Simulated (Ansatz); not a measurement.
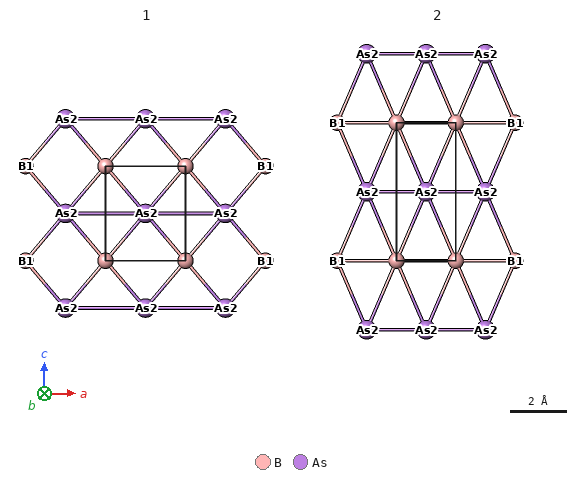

Two geometries of a crystal of BAs (a generated structure, set up in Pmmm), drawn at one scale. One is the start of a relaxation, the other its converged end. The picture is a ball-and-stick view of the cell of the calculation, seen along the b axis.

Theory: Kohn-Sham DFT of a periodic cell, PBEsol0, Ansatz PAW (Ansatz). (plane-wave cutoff 420 eV; k-point mesh 6 × 4 × 3; occupations fermi-dirac; smearing width 0.05 eV; no spin polarisation; cell and atoms relaxed; force threshold 0.01 eV/Å; at most 40 steps)

Which of the two is the end point?

Structure 1 is the relaxed one. The run lets cell and atoms move. No atom moves by more than 0.005 Å relative to the cell. The drawn cell changes as follows: a 2.128 → 2.869 Å (+34.8 %), b 3.174 → 2.513 Å (−20.8 %), c 4.951 → 3.394 Å (−31.5 %); the volume changes by −26.8 %. Near-neighbour distances that change, for instance: B1–B1 2.128 → 2.869 Å, As2–As2 2.128 → 2.869 Å, As2–As2 (another image) 3.174 → 2.513 Å, B1–B1 (another image) 3.174 → 2.513 Å. The space group stays Pmmm (No. 47). After 16 accepted moves (19 points after the start) the energy has fallen by 1129 meV per atom. All forces vanish by symmetry, so only the cell relaxes. The pressure goes from 4.13 to 0.01 GPa. The line search rejected the trial step at point 11 of the run. At 2 points the geometry stayed and the basis and grid were re-selected for the new cell (energy shift of 32.7 meV per atom at most each time).

Limits of the set-up: the k-point mesh is coarse for a cell with partly filled bands.
